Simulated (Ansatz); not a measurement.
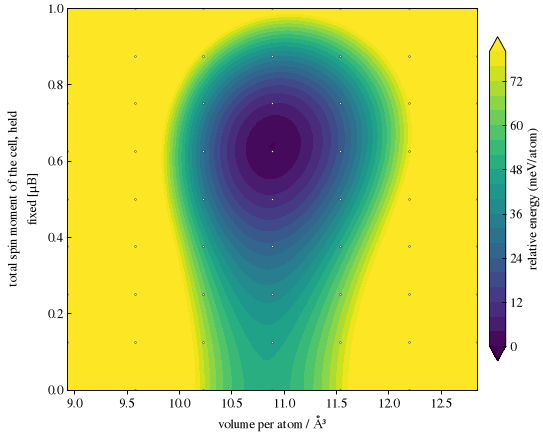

Ni (Fm-3m, No. 225; 1 atom in the cell). The energy is mapped over volume and a fixed ferromagnetic moment. First axis: volume per atom. Second axis: total spin moment of the cell, held fixed. Nothing is relaxed (shape and fractional coordinates fixed). The grid has 7 × 9 points. Points are written as (first, second). All energies are given in meV/atom relative to the lowest grid point. The moment is held fixed and parallel; antiferromagnetic orders weren't tried. The electronic state followed may not be the lowest one. Method: DFT PBE, scalar-relativistic, plane waves, PAW (Ansatz). Settings: cutoff 520 eV, k-mesh 24×24×24, gaussian smearing 0.15 eV.

The picture shows filled contours, dots at the grid points, one colour for all values above the top of the scale. Between grid points the surface is interpolated.

> Estimate the position of the minimum and the force constants in these coordinates.

The interpolated minimum is at volume per atom ≈ 10.90 Å³, the second coordinate ≈ 0.638 μB. The curvatures there are about 0.11 eV/(Å³)² and 1.1 eV/(μB)², with a cross term of about −0.03 eV/(Å³·μB) (per cell of 1 atoms). Round the minimum the two coordinates are weakly coupled (coupling −0.09 in units of the two stiffnesses).

PAW datasets: the set soft_1.
